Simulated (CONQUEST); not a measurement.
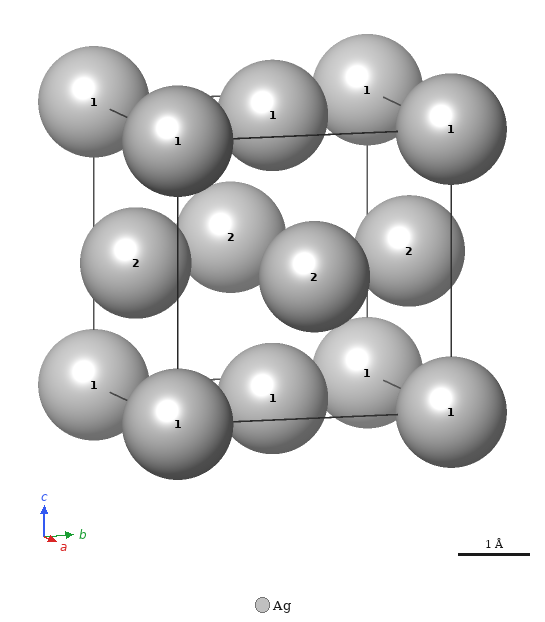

The structure as given in the input (spheres-only view of the cell 2 times as large as that of the calculation, set on its symmetry axes, seen slightly off an axis; atoms are numbered from 1 in the order of the input).

# Single-point calculation at one volume of an equation of state of Ag

Ag (Fm-3m, 2 atoms in the cell), computed with Kohn-Sham DFT of a periodic cell, PBE, PseudoDojo NC PBE, no spin polarisation (CONQUEST 1.3).

The structure derives from an entry of the Crystallography Open Database. It belongs to a series of runs on one base structure; here: volume scaled by 0.96.

**What the program printed**
```
Simulation cell dimensions:     5.3854 a0 x     5.3854 a0 x     7.6161 a0

      Atomic coordinates (a0)
         Atom         X         Y         Z  Species
            1    0.0000    0.0000    0.0000        1
            2    2.6927    2.6927    3.8081        1

         Monkhorst-Pack mesh:   9 x   9 x   7 gamma-centred
        This calculation includes non-local pseudopotentials,
         with a maximum core radius of      7.33347369

    Job title: Ag
    Job to be run: static calculation

    Ground state search:
      Support functions represented with PAO basis
      1:1 PAO to SF mapping
      Non-spin-polarised electrons
      Solving for the K matrix using diagonalisation
      Using Fermi-Dirac smearing

    Integration grid size:     32 x   32 x   40

    Integration grid spacing:  0.168 a0 x 0.168 a0 x 0.190 a0

    Number of species:  1
    --------------------------------------------------------
    |   #  mass (au)  Charge (e)  SF Rad (a0)  NSF  Label  |
    --------------------------------------------------------
    |   1    107.870      19.000        7.616   10  Ag     |
    --------------------------------------------------------
          SCF tolerance:                 0.00000100
          SCF iterations:               100

    The functional used will be GGA PBE96

           radial cut-off to be used is taken to be max PAO cut-off radius for this species:    7.333474

           greatest ang. mom. for making density from PAOs:  2
    Minimum blocs/proc is      640. Maximum blocs/proc is      640
    set_atom_dens: In set_atomic_density, electrons :      38.000000000000
 matrix_size & matrix_size_padH =           20          20

    Screened ion int: energy:    -256.646969335142 Ha

    new_SC_potl: Starting.  Tolerance:  0.10000E-05

    PulayMixSC: Starting Pulay mixing, A_up =  0.500 A_dn =  0.500
    PulayMixSC: Spin non-polarised calculation.
          Harris-Foulkes Energy            :      -309.939971107536451 Ha
          GroundState Energy (E-(1/2)TS)   :      -309.940023750193916 Ha
          Free Energy (E-TS)               :      -309.940076392851324 Ha
          DFT Total Energy                 :      -309.939888444898884 Ha
          Total number of electrons        :        38.000000000000092
    PulayMixSC: Pulay iteration     1 residual:              0.32224E-03
          Harris-Foulkes Energy            :      -309.939909612584700 Ha
          GroundState Energy (E-(1/2)TS)   :      -309.939962244369895 Ha
          Free Energy (E-TS)               :      -309.940014876155089 Ha
          DFT Total Energy                 :      -309.939889405401743 Ha
          Total number of electrons        :        38.000008940383999
    PulayMixSC: Pulay iteration     2 residual:              0.16027E-03
          Harris-Foulkes Energy            :      -309.939889564098451 Ha
          GroundState Energy (E-(1/2)TS)   :      -309.939942183564824 Ha
          Free Energy (E-TS)               :      -309.939994803031254 Ha
          DFT Total Energy                 :      -309.939889543309448 Ha
          Total number of electrons        :        38.000019693013463
    PulayMixSC: Pulay iteration     3 residual:              0.20655E-05
          Harris-Foulkes Energy            :      -309.939889566001455 Ha
          GroundState Energy (E-(1/2)TS)   :      -309.939942183918845 Ha
          Free Energy (E-TS)               :      -309.939994801836292 Ha
          DFT Total Energy                 :      -309.939889566002591 Ha
          Total number of electrons        :        38.000018898439990
    PulayMixSC: Pulay iteration     4 residual:              0.31795E-07
    PulayMixSC: Reached SCF tolerance of  0.31795E-07 after      4 iterations
      | Number of electrons      =        38.000019
      |* band energy as 2Tr[K.H] =       -45.875009579895355 Ha
      |  screened ion-ion energy =      -256.646969335142103 Ha
      |  Ha correction           =         0.053729782039901 Ha
      |  XC correction           =        -7.471640442027405 Ha
      | GS Energy as E-(1/2)TS   =      -309.939942183918845 Ha
      | Free Energy as E-TS      =      -309.939994801836292 Ha
      |* Harris-Foulkes energy   =      -309.939889566001455 Ha
      |* DFT total energy        =      -309.939889566002591 Ha
      |  estimated accuracy      =         0.000000000001137 Ha

    force: Forces on atoms (Ha/a0)
    force:  Atom   X              Y              Z
    force:     1   0.0000000000   0.0000000000   0.0000000000
    force:     2  -0.0000000000  -0.0000000000  -0.0000000000

    force: Maximum force :        0.00000000(Ha/a0) on atom         1 in y direction
    force: Force Residual:        0.00000000 Ha/a0
    force: Total stress:        -26.40160682     0.00000000     0.00000000 GPa
                             0.00000000   -26.40160682     0.00000000
                             0.00000000     0.00000000   -27.50331216
    force: Average pressure:     26.76884193 GPa

    force: Finished force
    get_E_and_F: Change in energy during last step of electronic optimisation: -0.19030E-08

    BIBLIOGRAPHY: Please consider citing the following references in the conquest.bib file

    CONQUEST:         Bowler2002pt, Miyazaki2004, Nakata2020
    Basis:            Bowler2019
    DM:               Bowler:2006xr
    Pseudopotentials: Hamann2013, Bowler2019
    XC functional:    Perdew1996
```

The run was set up as follows.

**The input**
```
IO.Title Ag
IO.Coordinates coords.dat
IO.FractionalAtomicCoords T
IO.Iprint 2
IO.Iprint_init 1
General.NumberOfSpecies 1
General.PseudopotentialType hamann
AtomMove.TypeOfRun static
AtomMove.FullStress T
Grid.PointsAlongX 32
Grid.PointsAlongY 32
Grid.PointsAlongZ 40
DM.SolutionMethod diagon
Diag.MPMesh T
Diag.GammaCentred T
Diag.MPMeshX 9
Diag.MPMeshY 9
Diag.MPMeshZ 7
Diag.kT 0.00183747
minE.SCTolerance 1e-6
SC.MaxIters 100
IO.AtomChargeOutput T
%block ChemicalSpeciesLabel
1 107.870 Ag
%endblock
```

Command:
```bash
Conquest
```

**Summary**

| quantity | value |
| --- | --- |
| outcome | converged |
| space group (tolerance 0.01 Å) | Fm-3m (225) |
| electrons treated | 38 |
| free energy | −8433.8969 eV |
| Fermi energy | −2.237 eV |
| gap on the k-point mesh | none (metallic) |
| pressure | 26.77 GPa |
| largest force (length of the vector) | under 0.001 eV/Å |
| hardware | 1 thread of AMD EPYC (Zen 4), 16 GiB of memory available, shared host |
| wall time | 16 s |
| peak memory | 0.29 GiB |

**Notes**

Points of doubt noted for this run: small atomic basis. The cell is under a pressure of 27 GPa at this level, so it is not at its equilibrium volume.
